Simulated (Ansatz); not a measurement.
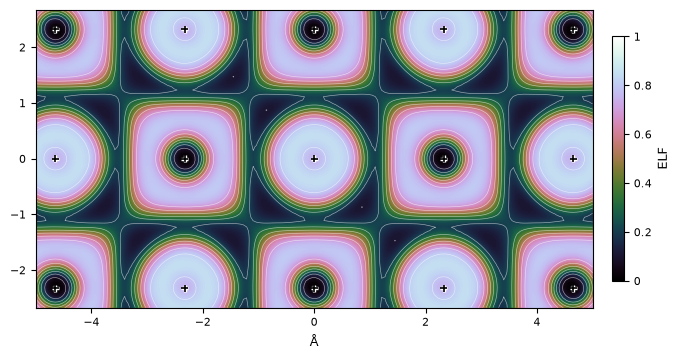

The ELF on a plane through atoms (crosses mark nuclei in the plane).

Computed with DFT, PBEsol, PAW with Ansatz's default frozen-core files, scalar-relativistic (Ansatz 0.2.0).

Candidates:
A. TaN, a = 3.05 Å, b = 3.05 Å, c = 4.36 Å, α = 90.00°, β = 90.00°, γ = 90.00°. Space group I4/mmm; changed on purpose from its base cell (equal xx and yy strain of -1 %, PAW files); computed pressure about 12 GPa in this cell.
B. HfC, a = 4.65 Å, b = 4.65 Å, c = 4.65 Å, α = 90.00°, β = 90.00°, γ = 90.00°. Space group Fm-3m; computed pressure about −7 GPa in this cell.
C. Ir, a = 3.89 Å, b = 3.89 Å, c = 3.89 Å, α = 90.00°, β = 90.00°, γ = 90.00°. Space group Fm-3m; computed pressure about −16 GPa in this cell; computed without spin polarisation.

Q: Which candidate gave the map?

A: Candidate B: HfC on the (010) plane of the conventional cell, which holds Hf and C. Hf–C (2.33 Å): the ELF peaks at about 0.80 in the valence shell of C, 0.7 Å from its nucleus, and is about 0.25 at the midpoint: no localised pair shows between them.
